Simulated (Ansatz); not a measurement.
```cif
data_structure
_symmetry_space_group_name_H-M 'P 1'
_symmetry_Int_Tables_number 1
_cell_length_a 3.3790
_cell_length_b 3.3790
_cell_length_c 14.3339
_cell_angle_alpha 90.000
_cell_angle_beta 90.000
_cell_angle_gamma 120.000
_cell_volume 141.74
loop_
_atom_site_label
_atom_site_type_symbol
_atom_site_fract_x
_atom_site_fract_y
_atom_site_fract_z
_atom_site_occupancy
W1 W 0.33333 0.66667 0.25000 1
W2 W 0.66667 0.33333 0.75000 1
S1 S 0.33333 0.66667 0.64466 1
S2 S 0.66667 0.33333 0.14466 1
S3 S 0.33333 0.66667 0.85534 1
S4 S 0.66667 0.33333 0.35534 1
```

Space group P6₃/mmc; a structure from a database of computed crystals, not necessarily the ambient phase; changed on purpose from its base cell (biaxial strain in the a-b plane, c and atoms relaxed: +6.0 %); computed pressure about −8 GPa in this cell.

The calculation used DFT PBE, scalar-relativistic, plane waves, PAW in Ansatz 0.2.0.

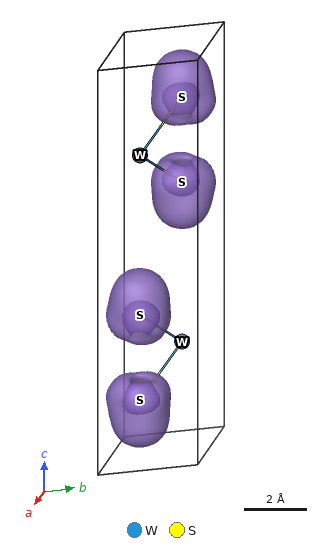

WS2. Isosurface of the ELF at 0.75 (purple), seen at an oblique angle. Core shells and regions of very low density are left out. Sticks mark near contacts.

Question: Identify the bonds, lone pairs and shells in this picture.

Answer: At this value the surface marks out four regions wrapped around S (the valence shell of each), counted in one cell of 6 atoms. Regions shared between cells count once.

Values along the shortest contacts:
W–S (2.47 Å): the ELF peaks at about 0.85 in the valence shell of S, 0.8 Å from its nucleus, and is about 0.50 at the midpoint.
